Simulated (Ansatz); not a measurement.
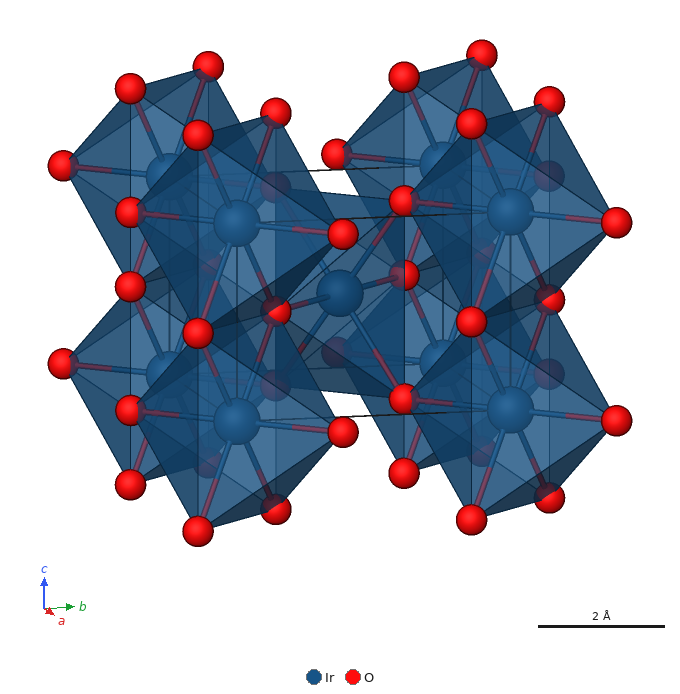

The structure (polyhedral view of the cell of the calculation, seen slightly off an axis; polyhedra are completed across the faces of the cell). An atom can appear more than once, as a periodic image.

# Run report: IrO$_{2}$, field-gradient calculation

The run: field-gradient calculation of IrO$_{2}$ (6 atoms in the cell). Method and program: DFT, PBEsol, all-electron PAW with datasets made for the crystal, scalar-relativistic, no spin polarisation (Ansatz 0.2.0).

The structure derives from an entry of the Crystallography Open Database. It belongs to a series of runs on one base structure; here: zz strain of +2 %, crystal datasets. Figures and captions count atoms from 1; the log counts them from 0 in places.

### What the program printed
```
hamiltonian.pseudopotentials.datasets: crystal makes datasets for this crystal and solves the spheres of its atoms anew in each pass: cutoff 480.0 eV, the density's 1920.0 eV; recipe 59c37bf74edd.33, for an error of 0.50 meV an atom under PBE, 3.0 meV for the cell; an energy difference from a run of another recipe may be off by several times the error for the cell, under r2SCAN by more, where some 0.1 meV an atom stays at smaller errors; O in spheres of 0.889 Å, 6 of its electrons in bands; Ir in spheres of 1.085 Å, 17 of its electrons in bands, 14 on its site; only band paths and densities of states list, in semicore columns, the levels of the semicore shells that are solved separately: 4f of Ir
band count auto-derived: 37 (N_el = 58.0; filled up to band 29; 35 by the electrons, moments and atoms)
Ir: output.efg is read without spin–orbit coupling, which moves field gradients at and beside such atoms by some per cent and up to a factor of two; PAW files take it under magnetization.noncollinear and magnetization.spin_orbit
Engine: ansatz 0.2.0, x86_64-unknown-linux-gnu
Pseudopotentials: kind: all_electron
Pseudopotential: Ir, paw, valence charge 31, recommended cutoff 480 eV (normal), crystal/all_electron/pbesol/scalar/gaussian/Ir, Koelling and Harmon's equation, gaussian nucleus
Pseudopotential: O, paw, valence charge 6, recommended cutoff 480 eV (normal), crystal/all_electron/pbesol/scalar/gaussian/O, Koelling and Harmon's equation, gaussian nucleus
Functional definition: PBEsol
  exchange = pbesol_x
  correlation = pbesol_c
Crystal: 6 atoms, lattice volume = 64.952 Å³
Basis set: ecut = 480 eV, 1519 PW (Γ), exchange–correlation on 72×72×48 points (8 copies of the dense FFT grid, shifted against one another)
Bands: 37, of which v1, the nominal top of the filled ones, is band 29 counted from 1 (28 counted from 0)
Symmetry: 16 space group operations
Space group: P42/mnm (ITA 136), of the structure as read, at distance tolerance 4.0e-5 Å
k-points: 90 of 704
Non-local potential: Ir, projectors of the file, l = 0: 2, l = 1: 2, l = 2: 1
Non-local potential: O, projectors of the file, l = 0: 1, l = 1: 2
PAW form: soft (Blöchl's): semilocal exchange-correlation on the pseudo side does not see the compensation charge
PAW one-centre angular grid: Ir, 590 points (default); XC on its mesh's 1739 points in the sphere
PAW one-centre angular grid: O, 110 points (default); XC on its mesh's 1905 points in the sphere
Initial density: superposition of atomic densities (neutral atoms: chi_scale 0, normalization atom)
Initial wavefunctions: pseudopotential atomic-orbital guess
Functional: x = pbesol(κ = 0.804, μ = 0.12345679012345678), c = pbesol(β = 0.046)
iter 1 solved again at ethr=5.36e-2 eV; its pass at ethr=1.00e-1 eV (dr2=3.11e1 eV) is discarded
SCF iter   1: F=—  HF=-977948.673728 eV  |F-HF|=—  |Δ(HF+E_count)|=         —  Δρ=2.20e-1  dr2=3.04e1  ethr=5.36e-2  ⟨swp⟩=2.1  Hψ=16628  notcnv=0
preconditioner: auto → Kerker (q_TF=auto, 2.677 Å⁻¹)  [metal: Δε(μ)=0.018 eV  Ē_g=13.351 eV  σ=0.050 eV  W_gap=0.09  n_scr=18 (ndim 8)  ℏωp=29.9 eV  f_vac=0.000  D(μ)=3.31/eV (n_scr^D=30)]
iter 2 solved again at ethr=2.43e-3 eV; its pass at ethr=5.25e-2 eV (dr2=1.41e0 eV) is discarded
SCF iter   2: F=—  HF=-977941.961523 eV  |F-HF|=—  |Δ(HF+E_count)|=    6.71e0  Δρ=6.48e-2  dr2=1.35e0  ethr=2.43e-3  ⟨swp⟩=3.4  Hψ=13823  notcnv=0  defer=5
SCF iter   3: F=—  HF=-977941.643284 eV  |F-HF|=—  |Δ(HF+E_count)|=   3.18e-1  Δρ=3.38e-2  dr2=2.35e-1  ethr=2.33e-3  ⟨swp⟩=3.2  Hψ=6908  notcnv=0  defer=4
SCF iter   4: F=—  HF=-977941.653594 eV  |F-HF|=—  |Δ(HF+E_count)|=   1.03e-2  Δρ=1.06e-2  dr2=2.68e-2  ethr=4.06e-4  ⟨swp⟩=4.3  Hψ=7331  notcnv=0  defer=12
SCF iter   5: F=—  HF=-977941.651222 eV  |F-HF|=—  |Δ(HF+E_count)|=   2.37e-3  Δρ=2.14e-3  dr2=3.89e-3  ethr=4.62e-5  ⟨swp⟩=3.5  Hψ=8260  notcnv=0  defer=9
SCF iter   6: F=—  HF=-977941.653150 eV  |F-HF|=—  |Δ(HF+E_count)|=   1.93e-3  Δρ=6.84e-4  dr2=2.68e-4  ethr=6.71e-6  ⟨swp⟩=2.3  Hψ=7228  notcnv=0  defer=3
SCF iter   7: F=—  HF=-977941.653172 eV  |F-HF|=—  |Δ(HF+E_count)|=   2.21e-5  Δρ=2.80e-4  dr2=6.70e-5  ethr=4.62e-7  ⟨swp⟩=3.0  Hψ=6255  notcnv=0
SCF iter   8: F=—  HF=-977941.653192 eV  |F-HF|=—  |Δ(HF+E_count)|=   1.98e-5  Δρ=7.95e-5  dr2=5.92e-6  ethr=1.15e-7  ⟨swp⟩=2.3  Hψ=6041  notcnv=0
SCF iter   9: F=—  HF=-977941.653194 eV  |F-HF|=—  |Δ(HF+E_count)|=   2.71e-6  Δρ=2.49e-5  dr2=4.17e-7  ethr=1.02e-8  ⟨swp⟩=3.0  Hψ=7096  notcnv=0
SCF iter  10: F=-977941.653195 eV  HF=-977941.653195 eV  |F-HF|=4.31e-9  |Δ(HF+E_count)|=   3.91e-7  Δρ=7.34e-6  dr2=2.36e-8  ethr=7.18e-10  ⟨swp⟩=3.0  Hψ=7023  notcnv=0
SCF 1 converged in 10 iterations: F = -977941.653206 eV  dr2 = 2.36e-8
  Residual-converged pass: ⟨swp⟩=3.6  Hψ=7388  notcnv=0  max |occ|·‖R‖ = 6.5e-6 eV (tolerance 6.7e-6 eV)  dr2=2.36e-8  dr2_onsite=1.71e-8  max |Δocc| = 1.4e-9
  greatest PAW one-centre occupation: 0.996 electrons in one spin orbital (limit 2), on the Ir atom at site 1 (counted from 0), in its partial waves of l = 0
```

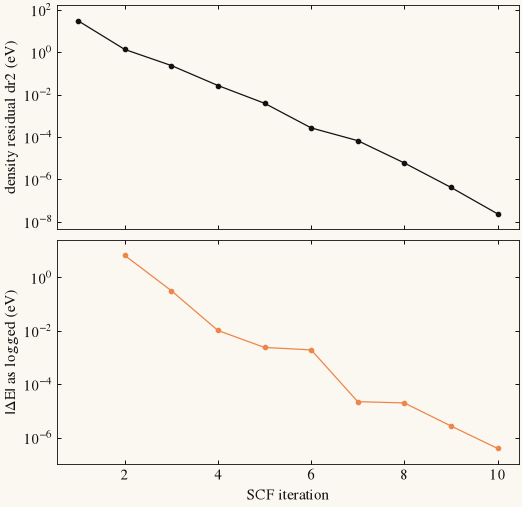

Convergence of the self-consistent field: density residual dr2 and size of the energy change against the SCF iteration. The residual falls at every step.

```
SCF converged after 10 iterations
Free energy (F): -977941.653206 eV
Harris-Foulkes:  -977941.653206 eV  (|F-HF|=4.31e-9)
Internal energy: -977941.629520 eV  (E = F + TS)
E sigma→0 (E₀):  -977941.641363 eV
Entropy (-TS):   -0.023685 eV (-3.948 meV/atom)
Past the cutoff: the bands carry plane waves up to 1.75 times it, of which those up to 1.5 times it add -0.000240 eV an atom, each by itself; the spheres take 0.000139 eV an atom off the energy for waves past 1.75 times it
By the cutoff:   a pressure is off by up to 0.007 GPa (1.2 times the spheres' own share and the shells' term, over an atom's volume, and 0.004 GPa: a bound that held against runs at twice the plane waves)
Past the cutoffs: a stress includes 0.0033 GPa for waves and charges beyond them, in addition to the slope of what the spheres take
In the spheres:  the bands' charges fall short by 2.9e-7 e at most (sound up to 1e-3), those of shells solved beside the bands by 2.6e-8 e (sound up to 5e-4)
Fermi energy:    16.750263 eV
--- Per-component energies (eV) ---
  E_band       = -322.473887
  E_kinetic    = 1835.804036
  E_local      = -19725.327144  (includes V_loc(G=0)·N_el)
  E_nonlocal   = -19.104626
  E_hartree    = 9283.511106
  E_xc         = -691.124835
  E_vxc        = -880.962289  (∫ρ·V_xc dr)
  E_paw        = -999098.120490  (= ΣΔE_a)
  E_vpaw       = -45579.013209  (= ΣTr[D̂ρ^β])
  E_ewald      = -15006.364382
  E_smearing   = -0.023685  (= −TS)
  E_closure    = 45479.096813  (closes the sum)
  Σ components = -977941.653206   (vs F -977941.653206, Δ=0.00e0)
  The terms above E_closure are by the made datasets' own strengths, without shells solved beside the bands.
--- Forces (eV/Å), atoms counted from 1 ---
  atom   1  Ir     0.00000000    -0.00000000     0.00000000
  atom   2  Ir     0.00000000     0.00000000     0.00000000
  atom   3  O     -0.16206305    -0.16206305     0.00000000
  atom   4  O      0.16206305    -0.16206305     0.00000000
  atom   5  O      0.16206305     0.16206305     0.00000000
  atom   6  O     -0.16206305     0.16206305     0.00000000
  max |Σ_I F_I| component: 2.78e-17 eV/Å
--- Stress (GPa, compression-positive) ---
       -7.158214       0.000000       0.000000
        0.000000      -7.158214       0.000000
        0.000000       0.000000     -12.210407
  P = ⅓ Tr σ = -8.8423 GPa (-88.423 kbar)
  It holds what live shells' own plane waves past their cutoff add
--- PAW observables at the nuclei: V_zz in 10²¹ V/m², potentials from the cell's mean, atoms counted from 1 ---
  atom   1  Ir V_zz =   -11.278047   η = 0.4477   by run symmetry: allowed
            electrostatic potential = -15779.611363 V   contact ρ = 11145644.908735 e/Å³
  atom   2  Ir V_zz =   -11.278047   η = 0.4477   by run symmetry: allowed
            electrostatic potential = -15779.611363 V   contact ρ = 11145644.908735 e/Å³
  atom   3  O  V_zz =    -9.618284   η = 0.1179   by run symmetry: allowed
            electrostatic potential = -627.947733 V   contact ρ = 2143.861924 e/Å³
  atom   4  O  V_zz =    -9.618284   η = 0.1179   by run symmetry: allowed
            electrostatic potential = -627.947733 V   contact ρ = 2143.861924 e/Å³
  atom   5  O  V_zz =    -9.618284   η = 0.1179   by run symmetry: allowed
            electrostatic potential = -627.947733 V   contact ρ = 2143.861924 e/Å³
  atom   6  O  V_zz =    -9.618284   η = 0.1179   by run symmetry: allowed
            electrostatic potential = -627.947733 V   contact ρ = 2143.861924 e/Å³
--- Band table (eV; the first three rows and the last of 90) ---
  k-point 0: bands = ["-76.6317", "-76.6302", "-33.5658", "-33.5658", "-33.5096", "-33.4944", "-33.3048", "-33.3048", "-4.3201", "-3.1274", "-1.9824", "-1.9824", "6.9923", "7.2459", "8.7720", "8.7720", "8.9996", "11.5289", "11.9425", "11.9425", "13.1195", "13.8803", "13.8803", "14.2385", "14.3252", "14.3252", "14.4622", "14.4819", "14.6785", "17.4457", "17.9639", "20.7511", "20.8951"]
  k-point 1: bands = ["-76.6314", "-76.6300", "-33.5652", "-33.5652", "-33.5169", "-33.5024", "-33.3038", "-33.3038", "-4.2415", "-3.0832", "-2.0284", "-2.0284", "7.1006", "7.3257", "8.8430", "8.8430", "9.0828", "11.2132", "12.0037", "12.0037", "12.6155", "13.3329", "13.3329", "14.3121", "14.5363", "14.5628", "14.7548", "14.8894", "14.8894", "17.6421", "17.8805", "20.6481", "20.6481"]
  k-point 2: bands = ["-76.6309", "-76.6297", "-33.5636", "-33.5636", "-33.5363", "-33.5236", "-33.3012", "-33.3012", "-4.0201", "-2.9701", "-2.1491", "-2.1491", "7.4132", "7.5481", "9.0378", "9.0378", "9.3299", "10.5112", "11.7458", "12.1324", "12.1324", "12.7095", "12.7095", "13.8745", "14.7142", "14.8293", "14.9448", "15.5905", "15.5905", "17.6408", "18.1309", "20.1059", "20.1059"]
  k-point 89: bands = ["-76.6288", "-76.6288", "-33.5949", "-33.5949", "-33.5590", "-33.5590", "-33.2934", "-33.2934", "-2.7891", "-2.7891", "-2.6252", "-2.6252", "8.4704", "8.4704", "8.9493", "8.9493", "9.4211", "9.4211", "11.2639", "11.2639", "12.5091", "12.5091", "13.4735", "13.4735", "14.8522", "14.8522", "15.5626", "15.5626", "16.2935", "16.2935", "18.8047", "18.8047", "19.8431"]
```

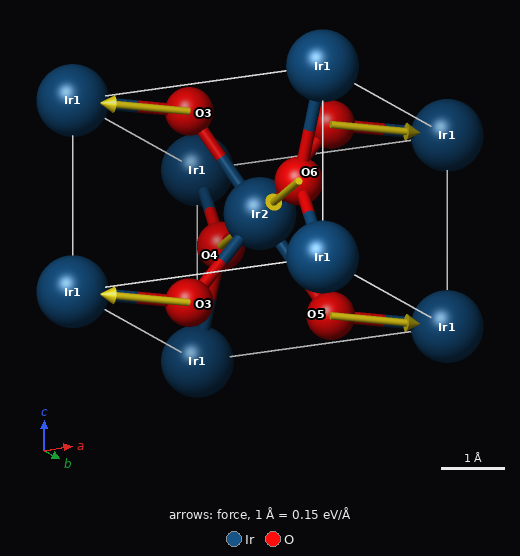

Forces on the atoms as yellow arrows (ball-and-stick view of the cell of the calculation, seen at an oblique angle; atoms are numbered from 1 in the order of the input). The largest act on all 4 O atoms (0.23 eV/Å). The geometry is not a stationary point of this energy.

The run was set up as follows.

### The input
```yaml
crystal:
  lattice:
    - [4.499, 0.0, 0.0]
    - [0.0, 4.499, 0.0]
    - [0.0, 0.0, 3.20892]
  atoms:
    - { symbol: Ir, position: [0.0, 0.0, 0.0] }
    - { symbol: Ir, position: [0.5, 0.5, 0.5] }
    - { symbol: O, position: [0.311, 0.311, 0.0] }
    - { symbol: O, position: [0.189, 0.811, 0.5] }
    - { symbol: O, position: [0.689, 0.689, 0.0] }
    - { symbol: O, position: [0.811, 0.189, 0.5] }
kpoints:
  mp_grid: { grid: [8, 8, 11] }
scf:
  occupations: { method: fermi_dirac, width: 0.05 }
hamiltonian:
  xc: pbesol
  pseudopotentials: { kind: all_electron, datasets: crystal }
output:
  forces: true
  stress: true
  eigenvalues: true
  efg: { contact_densities: true }
```

Run as:
```bash
ansatz run input.yaml --threads 2 --pin off --max-ram 8192MiB --backend cpu --events-out ev --progress --plain --runs-dir out
```

### Key numbers

```json
{"quantity": "outcome", "value": "converged"}
{"quantity": "space group (tolerance 0.01 Å)", "value": "P4₂/mnm (136)"}
{"quantity": "electrons in bands (core shells apart)", "value": "58"}
{"quantity": "free energy", "value": "−977941.6532 eV"}
{"quantity": "Fermi energy", "value": "16.750 eV"}
{"quantity": "pressure", "value": "−8.84 GPa"}
{"quantity": "field gradient V_zz (10²¹ V/m²)", "value": "Ir −11.28, Ir −11.28, O −9.62, O −9.62, O −9.62, O −9.62"}
{"quantity": "largest force (length of the vector)", "value": "0.229 eV/Å"}
{"quantity": "hardware", "value": "2 threads of Intel Xeon @ 2.90GHz (Ice Lake), 192 GiB of memory available, shared host"}
{"quantity": "wall time", "value": "1.8 min (CPU time 3.4 min)"}
{"quantity": "peak memory", "value": "3.1 GiB"}
```

### Remarks

Warnings of the run: the field gradients leave out spin–orbit coupling. Spin–orbit coupling is left out, which matters for Ir. The cell is under a tension of 8.8 GPa at this level, so it is not at its equilibrium volume.
